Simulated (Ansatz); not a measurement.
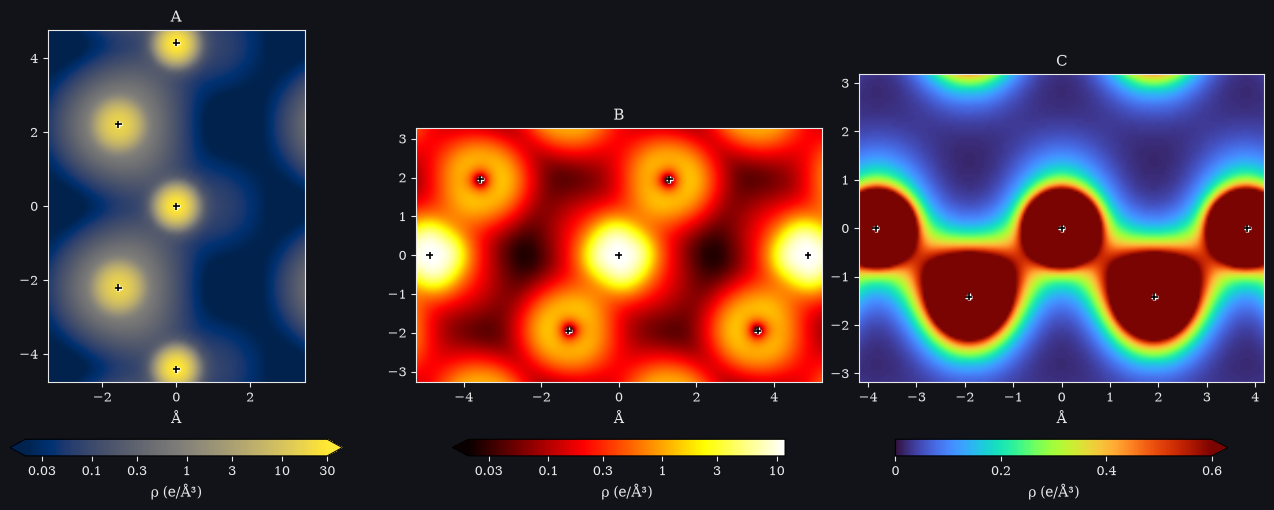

The valence electron density of 3 systems, each on a plane through atoms (crosses mark nuclei in the plane).

The calculation used Ansatz 0.2.0, DFT, HSE06, plane waves, PAW.

System 1: GaAs, the (100) plane of the conventional cell. Space group I-4m2; started from the measured structure prototype, which need not be the ambient phase; changed on purpose from its base cell (biaxial xy strain -4.2%); computed pressure about 8 GPa in this cell.

```yaml
crystal:
  lattice:
    - [2.71353, 2.71353, 0.00000]
    - [-2.71353, 2.71353, 0.00000]
    - [0.00000, 0.00000, 5.66617]
  atoms:
    - { symbol: Ga, position: [0.00000, 0.00000, 0.00000] }
    - { symbol: Ga, position: [0.50000, 0.50000, 0.50000] }
    - { symbol: As, position: [0.50000, 0.00000, 0.25000] }
    - { symbol: As, position: [0.00000, 0.50000, 0.75000] }
```

System 2: MgTe, the (110) plane of the conventional cell. Space group F-43m; a structure from a database of computed crystals, not necessarily the ambient phase; started from the database structure prototype, which need not be the ambient phase; changed on purpose from its base cell (hydrostatic strain -3.5%); computed pressure about 5 GPa in this cell.

```yaml
crystal:
  lattice:
    - [6.24315, 0.00000, 0.00000]
    - [0.00000, 0.00000, -6.24315]
    - [0.00000, 6.24315, 0.00000]
  atoms:
    - { symbol: Mg, position: [0.50000, 0.50000, 0.00000] }
    - { symbol: Mg, position: [0.00000, 0.50000, 0.50000] }
    - { symbol: Mg, position: [0.00000, 0.00000, 0.00000] }
    - { symbol: Mg, position: [0.50000, 0.00000, 0.50000] }
    - { symbol: Te, position: [0.75000, 0.75000, 0.25000] }
    - { symbol: Te, position: [0.25000, 0.75000, 0.75000] }
    - { symbol: Te, position: [0.25000, 0.25000, 0.25000] }
    - { symbol: Te, position: [0.75000, 0.25000, 0.75000] }
```

System 3: PtS₂, the (110) plane of the conventional cell. Space group P-3m1; started from the measured structure prototype, which need not be the ambient phase; changed on purpose from its base cell (hydrostatic strain -4.9%); not relaxed (largest force 0.4 eV/Å); computed pressure about 14 GPa in this cell.

```
Pt S
1.0
     3.37926    0.00000    0.00000
    -1.68963    2.92652    0.00000
     0.00000    0.00000    4.87284
Pt S
1 2
Direct
  0.00000 0.00000 0.00000
  0.33333 0.66667 0.26651
  0.66667 0.33333 0.73349
```

Q: Which map belongs to which system?

A: Panel A is system 2, MgTe: the plane holds Mg and Te. Mg–Te (2.70 Å): the density is about 0.36 e/Å³ at the midpoint. Panel B is system 3, PtS₂: the plane holds Pt and S. Pt–S (2.34 Å): ρ is about 0.74 e/Å³ halfway. Panel C is system 1, GaAs: the plane holds Ga and As. Ga–As (2.38 Å): ρ at the midpoint is about 0.56 e/Å³.
